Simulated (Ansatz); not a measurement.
# Run report: AlN, phonon calculation (part 2 of 2)

Continued. System: AlN (P6₃mc, 4 atoms in the cell). Method: DFT PBEsol, scalar-relativistic, plane waves, PAW, no spin polarisation (Ansatz 0.2.0); cutoff 420 eV, 8×8×6 k-mesh, Gaussian smearing of 0.05 eV. The structure derives from an entry of the Crystallography Open Database. It belongs to a series of runs on one base structure; here: phonons by finite displacements.

Geometry of the input (Å; fractional positions):
```
3.1138  0.0000  0.0000
-1.5569  2.6966  0.0000
0.0000  0.0000  4.9836
Al 0.3333  0.6667  0.0015
Al 0.6667  0.3333  0.5015
N  0.3333  0.6667  0.3835
N  0.6667  0.3333  0.8835
```

Log, continued:
```
SCF iter   1: F=—  HF=-14495.333301 eV  |F-HF|=—  |Δ(HF+E_count)|=         —  Δρ=3.97e-6  dr2=1.91e-8  ethr=1.16e-11  ⟨swp⟩=2.1  Hψ=4840  notcnv=0  defer=7
preconditioner: auto → Resta (q_TF=auto, 2.324 Å⁻¹)  ε∞=5.0  [insulator: Δε(μ)=4.095 eV  Ē_g=11.511 eV  σ=0.050 eV  W_gap=1.00  n_scr=66 (ndim 8)  ℏωp=23.0 eV  f_vac=0.000  D(μ)=0.00/eV (n_scr^D=0)  ε∞_Penn≈5.0]
SCF iter   2: F=—  HF=-14495.332223 eV  |F-HF|=—  |Δ(HF+E_count)|=   1.08e-3  Δρ=1.89e-6  dr2=5.26e-9  ethr=1.16e-11  ⟨swp⟩=3.0  Hψ=3090  notcnv=0  defer=7
SCF iter   3: F=—  HF=-14495.332223 eV  |F-HF|=—  |Δ(HF+E_count)|=  2.00e-10  Δρ=1.26e-6  dr2=2.05e-9  ethr=4.11e-12  ⟨swp⟩=1.0  Hψ=1205  notcnv=0  defer=7
SCF iter   4: F=—  HF=-14495.332223 eV  |F-HF|=—  |Δ(HF+E_count)|=  3.53e-10  Δρ=6.55e-7  dr2=5.80e-10  ethr=1.60e-12  ⟨swp⟩=1.0  Hψ=1205  notcnv=0  defer=7
SCF iter   5: F=—  HF=-14495.332223 eV  |F-HF|=—  |Δ(HF+E_count)|=  9.09e-11  Δρ=2.99e-7  dr2=1.14e-10  ethr=1.00e-12  ⟨swp⟩=1.0  Hψ=1205  notcnv=0  defer=7
SCF iter   6: F=—  HF=-14495.332223 eV  |F-HF|=—  |Δ(HF+E_count)|=  2.36e-11  Δρ=1.20e-7  dr2=1.71e-11  ethr=1.00e-12  ⟨swp⟩=1.0  Hψ=1205  notcnv=0  defer=7
SCF iter   7: F=-14495.332223 eV  HF=-14495.332223 eV  |F-HF|=0.00e0  |Δ(HF+E_count)|=  5.46e-12  Δρ=4.15e-8  dr2=2.17e-12  ethr=1.00e-12  ⟨swp⟩=4.0  Hψ=4675  notcnv=0
SCF 7 converged in 7 iterations: F = -14495.332223 eV  dr2 = 2.17e-12
  greatest PAW one-centre occupation: 0.785 electrons in one spin orbital (limit 2), on the N atom at site 11 (counted from 0), in its partial waves of l = 0
SCF converged after 2 iterations
Free energy (F): -14495.332285 eV
Harris-Foulkes:  -14495.332285 eV  (|F-HF|=3.64e-12)
Internal energy: -14495.332285 eV  (E = F + TS)
E sigma→0 (E₀):  -14495.332285 eV
Fermi energy:    9.087768 eV
--- Per-component energies (eV) ---
  E_band       = 228.154072
  E_kinetic    = 2539.980334
  E_local      = -3569.432552  (includes V_loc(G=0)·N_el)
  E_nonlocal   = 890.131253
  E_hartree    = 1229.797937
  E_xc         = -1611.028581
  E_vxc        = -1719.411181  (∫ρ·V_xc dr)
  E_paw        = -9243.829290  (= ΣΔE_a)
  E_vpaw       = -372.711151  (= ΣTr[D̂ρ^β])
  E_aug_tail   = 0.001502  (compensation charges beyond the density's cutoff)
  E_ewald      = -4731.708694
  E_core_change = 0.755806  (= ΣΔE_core)
  E_smearing   = -0.000000  (= −TS)
  E_closure    = -0.000000  (closes the sum)
  Σ components = -14495.332285   (vs F -14495.332285, Δ=0.00e0)
--- Forces (eV/Å), atoms counted from 1 ---
  atom   1  Al    -0.00000000     0.00000000    -0.00027542
  atom   2  Al     0.00000000    -0.00000000    -0.00027542
  atom   3  N     -0.00000000     0.00000000     0.00026850
  atom   4  N      0.00000000    -0.00000000     0.00026850
  atom   5  Al    -0.00000000     0.00000000    -0.00027542
  atom   6  Al     0.00000000    -0.00000000    -0.00027542
  atom   7  N      0.00000000     0.00000000     0.00026850
  atom   8  N      0.00000000    -0.00000000     0.00026850
  atom   9  Al    -0.00000000     0.00000000    -0.00027542
  atom  10  Al     0.00000000    -0.00000000    -0.00027542
  atom  11  N     -0.00000000     0.00000000     0.00026850
  atom  12  N     -0.00000000    -0.00000000     0.00026850
  atom  13  Al    -0.00000000     0.00000000    -0.00027542
  atom  14  Al     0.00000000    -0.00000000    -0.00027542
  atom  15  N     -0.00000000     0.00000000     0.00026850
  atom  16  N     -0.00000000    -0.00000000     0.00026850
  atom  17  Al     0.00000000     0.00000000    -0.00027542
  atom  18  Al    -0.00000000    -0.00000000    -0.00027542
  atom  19  N     -0.00000000     0.00000000     0.00026850
  atom  20  N     -0.00000000    -0.00000000     0.00026850
  atom  21  Al     0.00000000     0.00000000    -0.00027542
  atom  22  Al    -0.00000000    -0.00000000    -0.00027542
  atom  23  N      0.00000000     0.00000000     0.00026850
  atom  24  N     -0.00000000    -0.00000000     0.00026850
  atom  25  Al     0.00000000     0.00000000    -0.00027542
  atom  26  Al    -0.00000000    -0.00000000    -0.00027542
  atom  27  N     -0.00000000     0.00000000     0.00026850
  atom  28  N      0.00000000    -0.00000000     0.00026850
  atom  29  Al     0.00000000     0.00000000    -0.00027542
  atom  30  Al     0.00000000    -0.00000000    -0.00027542
  atom  31  N      0.00000000     0.00000000     0.00026850
  atom  32  N      0.00000000    -0.00000000     0.00026850
  max |Σ_I F_I| component: 1.11e-4 eV/Å
--- Band table (eV; the first three rows and the last of 8) ---
  k-point 0: bands = ["-8.1121", "-7.2161", "-7.2161", "-6.1228", "-6.1228", "-6.1228", "-5.9370", "-5.7439", "-5.7439", "-5.7439", "-5.7439", "-5.7439", "-5.7439", "-5.4197", "-5.4197", "-5.4197", "0.9960", "1.3905", "1.3905", "1.3905", "1.3905", "1.3905", "1.3905", "1.5412", "1.5412", "1.5412", "2.8414", "2.8414", "2.8414", "3.6661", "3.6661", "3.6661", "3.6816", "3.6816", "4.9269", "4.9269", "4.9269", "5.2361", "5.2361", "5.2361", "5.5551", "5.5551", "5.5551", "5.5551", "5.5551", "5.5551", "5.6613", "5.6613", "5.6613", "5.6613", "5.6613", "5.6613", "6.1624", "6.1624", "6.3376", "6.3376", "6.3376", "6.4797", "6.4797", "6.4797", "6.4797", "6.8167", "6.8167", "7.0406", "11.1349", "12.2145", "12.2145", "12.2145", "12.2145", "12.2145", "12.2145", "12.7115", "12.7115", "12.7115", "12.7147", "12.7147", "12.7147", "13.3949", "13.3949"]
  k-point 1: bands = ["-8.0049", "-7.6940", "-6.6503", "-6.1486", "-6.0706", "-6.0706", "-6.0706", "-5.9296", "-5.9296", "-5.9296", "-5.5716", "-5.5716", "-5.5716", "-5.4580", "-5.4580", "-5.4580", "1.2521", "1.2521", "1.2521", "1.3714", "1.3940", "1.3940", "1.3940", "1.8402", "1.8402", "1.8402", "2.3535", "2.4679", "2.4679", "2.4679", "4.0570", "4.0570", "4.0570", "4.8807", "4.8807", "4.8807", "5.0044", "5.0044", "5.0044", "5.1275", "5.2262", "5.2262", "5.2262", "5.5843", "5.5843", "5.5843", "5.9216", "5.9216", "5.9216", "5.9491", "5.9491", "5.9491", "6.2039", "6.2039", "6.2203", "6.2203", "6.2203", "6.3187", "6.3187", "6.4288", "6.6456", "6.6456", "6.7701", "6.7701", "11.6347", "11.8603", "11.8603", "11.8603", "12.2420", "12.2420", "12.2420", "12.5897", "12.7317", "12.7317", "12.7317", "12.7762", "12.7762", "12.7762", "13.6475"]
  k-point 2: bands = ["-7.9130", "-7.0435", "-7.0435", "-6.6032", "-6.1752", "-6.1752", "-6.0190", "-6.0190", "-5.8259", "-5.7580", "-5.7580", "-5.7580", "-5.7580", "-5.3751", "-5.3745", "-5.3745", "1.2328", "1.6676", "1.6676", "1.6676", "1.6676", "1.8282", "1.8282", "1.9041", "1.9041", "2.0956", "2.9133", "3.0371", "3.0371", "3.3441", "3.5640", "3.5640", "3.6077", "3.6077", "4.4240", "4.4240", "4.7052", "4.7052", "4.7052", "4.7052", "5.0687", "5.2843", "5.4143", "5.4143", "5.5304", "5.5304", "5.6740", "5.6740", "5.8457", "5.8457", "5.8820", "5.9173", "5.9540", "5.9540", "5.9852", "5.9922", "5.9922", "5.9922", "5.9922", "6.3247", "6.3247", "6.4200", "6.7794", "6.9479", "11.9724", "12.5691", "12.5691", "12.6993", "12.6993", "12.8122", "12.8122", "12.8122", "12.8122", "12.9895", "13.2214", "13.5989", "13.5989", "13.7905", "13.7905"]
  k-point 7: bands = ["-7.4361", "-7.1526", "-6.7854", "-6.7854", "-6.5484", "-6.5484", "-6.2301", "-5.8225", "-5.8225", "-5.8092", "-5.7493", "-5.6687", "-5.5208", "-5.5208", "-5.5017", "-5.4642", "1.9314", "1.9401", "2.0290", "2.2033", "2.2033", "2.2705", "2.2705", "2.2935", "2.5314", "2.8232", "2.8232", "2.8453", "3.0923", "3.0923", "3.1060", "3.1062", "3.7894", "3.7894", "3.9634", "4.0626", "4.4027", "4.5023", "4.5351", "4.5351", "4.5889", "4.8210", "4.9298", "4.9298", "4.9407", "5.0423", "5.0423", "5.4473", "5.5876", "5.6134", "5.6134", "5.6529", "5.6772", "5.9248", "5.9248", "6.0727", "6.1574", "6.3273", "6.3273", "6.3358", "6.3617", "6.3617", "6.3763", "6.6655", "12.4135", "13.0747", "13.0847", "13.0847", "13.1093", "13.3271", "13.3271", "13.3502", "13.7736", "13.7736", "14.0221", "14.0221", "14.4791", "14.5183", "14.8725"]
--- Phonons: 4 displaced members + reference (amplitude 0.0025 Å, Σ member SCF iterations 30) ---
  symmetry images taken by strict's conditions (phonons.symmetry_images: auto; settled by no image being taken that strict refuses)
  ASR residual: 2.865e-3 → 0.000e0 eV/Å²; symmetrization residual: 1.617e-4 eV/Å²
  largest component of a force at the reference: 2.8e-4 eV/Å
  ASR residual per site (eV/Å²): 3.26e-4 3.26e-4 2.87e-3 2.87e-3
  Γ frequencies (cm⁻¹): 0.00 0.00 0.00 234.96 234.96 541.75 605.36 650.76 650.76 662.22 662.22 712.17
  Unit cell's response to a homogeneous field, on a k mesh of 8×8×6: 2 representative field directions (Σ response iterations 13)
  ε∞ (high-frequency dielectric tensor):
        4.490417     0.000000     0.000000
        0.000000     4.490417     0.000000
        0.000000     0.000000     4.727152
  ε⁰ (static dielectric tensor): not given — the deck does not say what the cell's rigid motions are, and on a molecule in a box or a wire the rigid rotations would enter the sum over the modes at Γ. For a crystal or a slab, whose only rigid motions are the translations, set phonons.rigid_motions: translations.
  Born effective charges Z* (e; rows j = field, columns β = displacement):
    site 0:
         2.52740    0.00000    0.00000
        -0.00000    2.52740   -0.00000
         0.00000   -0.00000    2.69023
    site 1:
         2.52740   -0.00000    0.00000
         0.00000    2.52740    0.00000
         0.00000    0.00000    2.69023
    site 2:
        -2.52740    0.00000   -0.00000
         0.00000   -2.52740    0.00000
        -0.00000   -0.00000   -2.69023
    site 3:
        -2.52740   -0.00000   -0.00000
        -0.00000   -2.52740   -0.00000
        -0.00000    0.00000   -2.69023
  Z* charge neutrality: 2.639e-5 e pre-enforcement
  k-mesh period / interband length: 24.9 Å / 1.59 Å = 15.71 at k = (0.0000, 0.0000, 0.0000), direct gap 4.094 eV — 14 or more, which is no proof of convergence
  optical modes at Γ without the LO–TO term, one row a degenerate level:
      ω (cm⁻¹)  modes    IR ((D/Å)²/amu)
        234.96      2             0.0000
        541.75      1             0.0000
        605.36      1            36.2177
        650.76      2             0.0000
        662.22      2            63.9324
        712.17      1             0.0000
  optical modes at Γ + LO–TO along q̂ = [1.0000, 0.0000, 0.0000]:
      ω (cm⁻¹)  modes    IR ((D/Å)²/amu)
        234.96      2             0.0000
        541.75      1             0.0000
        605.36      1            36.2177
        650.76      2             0.0000
        662.22      1            31.9662
        712.17      1             0.0000
        895.19      1            31.9662
  optical modes at Γ + LO–TO along q̂ = [0.0000, 1.0000, 0.0000]:
      ω (cm⁻¹)  modes    IR ((D/Å)²/amu)
        234.96      2             0.0000
        541.75      1             0.0000
        605.36      1            36.2177
        650.76      2             0.0000
        662.22      1            31.9662
        712.17      1             0.0000
        895.19      1            31.9662
  optical modes at Γ + LO–TO along q̂ = [0.0000, 0.0000, 1.0000]:
      ω (cm⁻¹)  modes    IR ((D/Å)²/amu)
        234.96      2             0.0000
        541.75      1             0.0000
        650.76      2             0.0000
        662.22      2            63.9324
        712.17      1             0.0000
        870.04      1            36.2177
  density of states and harmonic sums: on the 24×24×14 q-mesh, interpolated from the force constants of a 2×2×2 supercell (with the dipole–dipole term)
  largest difference from the sums on the solved wave vectors: F 3.50e-2 eV, S 6.80e-5 and C_V 3.17e-5 eV/K
  zero-point energy: 0.382228 eV/cell   skipped modes (ω ≤ 0): 3   left out of the sums: 3.10e-5 of the cell's modes: C_V's classical limit lies that fraction below 3 k_B per atom; for a crystal, a wire or a layer, F and S can be off by more, and a phonons.interpolated_qmesh denser along its periods is the remedy for the sampling
```

File phthermo.tsv:
```
# format = ansatz-phthermo/1
# interpolated_qmesh = 24 24 14
# force_constants_supercell = 2 2 2
# non_analytic_term = included (the dipole-dipole term of the run's Born effective charges and high-frequency dielectric tensor (where they are solved with the displacements' responses and are means over more operations than the force constants, of those that the k mesh gives, averaged as the force constants are; where they are of points inside a basis, what they differ from the k mesh's own by stays in what lies between the sampled wave vectors) is in the interpolated dynamical matrix, and no dipole-quadrupole or higher term is, so what lies between sampled wave vectors stays as converged as the mesh, the term itself as its tensors are in theirs, and near GAMMA the transverse optical and acoustic branches of a crystal with a site that is no centre of inversion can stay off; a row of a path at GAMMA holds the limit along its piece of the path (the whole path, where it does not jump; a piece that never leaves GAMMA stands at zero macroscopic field), a row of a mesh at GAMMA stands at zero macroscopic field with that point's weight, and on a cell with vacuum the term is the periodic stack's, or with phonons.isolated the sheet's or wire's own, and can move a branch further from a solve)
# zero_point_energy_ev = 3.8222753020e-1
# n_skipped_modes = 3
# share_of_modes_left_out = 3.1001984127e-5
# rigid_motions_known_by = geometry
# t_k	f_vib_ev	s_ev_per_k	c_v_ev_per_k
0.0000	3.8222753020e-1	0.0000000000e0	0.0000000000e0
100.0000	3.8095175554e-1	4.9783392641e-5	1.2971556206e-4
200.0000	3.6774211237e-1	2.2710274972e-4	4.1466892257e-4
300.0000	3.3439645394e-1	4.4046933173e-4	6.3643095090e-4
400.0000	2.8002407070e-1	6.4369562124e-4	7.7104230669e-4
500.0000	2.0639601974e-1	8.2509770770e-4	8.5114976041e-4
600.0000	1.1572299664e-1	9.8501317613e-4	9.0084671868e-4
700.0000	1.0008238753e-2	1.1264798200e-3	9.3324644072e-4
800.0000	-1.0906297295e-1	1.2526288430e-3	9.5534495141e-4
900.0000	-2.4009575556e-1	1.3661068329e-3	9.7101066938e-4
1000.0000	-3.8193322240e-1	1.4690366320e-3	9.8248347942e-4
```

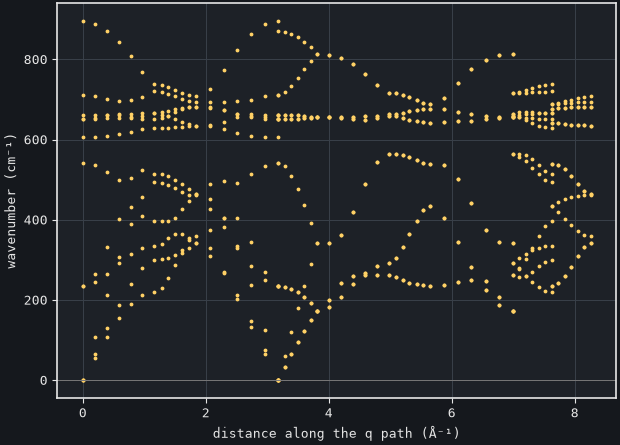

Figure 1. Phonon frequencies along the path of the input (imaginary ones negative). The highest is 895 cm⁻¹; no branch is clearly imaginary on this path.

Key numbers:

| quantity | value |
| --- | --- |
| outcome | converged |
| space group (tolerance 0.01 Å) | P6₃mc (186) |
| electrons treated | 128 |
| free energy | −14495.3323 eV |
| Fermi energy | 9.088 eV |
| gap on the k-point mesh | 4.09 eV |
| largest force (length of the vector) | under 0.001 eV/Å |
| wall time | 41 s (CPU time 2.6 min) |
| peak memory | 1.1 GiB |
